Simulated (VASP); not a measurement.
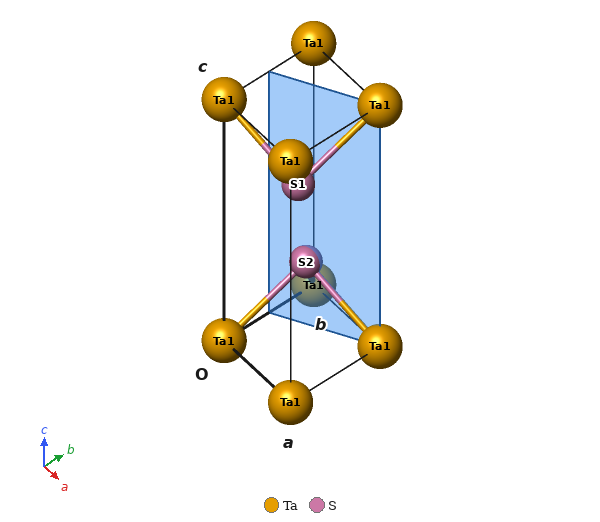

The shaded plane is a symmetry element of the crystal. Crystal: TaS2, the end point of a relaxation with VASP, VASP Kohn-Sham DFT of a periodic cell, BLYP with D3, VASP PAW PBE potentials, recommended. All values are computed from the atomic coordinates in the standard setting (tolerance 0.002 Å).

a = 3.436 Å, b = 3.436 Å, c = 5.885 Å, α = 90.00°, β = 90.00°, γ = 120.00°.

```csv
atom,x,y,z
Ta1,0.0000,0.0000,0.0000
S1,0.6667,0.3333,0.7417
S2,0.3333,0.6667,0.2583
```

Question: Is it a mirror or a glide plane, and what is the operation?

Answer: It is a mirror plane, parallel to (1 −2 0), through (0.400, 0.700, 1/2): x, y, z → x, x−y+1, z.

Question: Onto which atom does it carry each atom (up to whole multiples of a, b and c)?

Answer: Ta1 → Ta1, S1 → S1, S2 → S2.

Question: What is the crystal's space group?

Answer: No. 164, P-3m1.
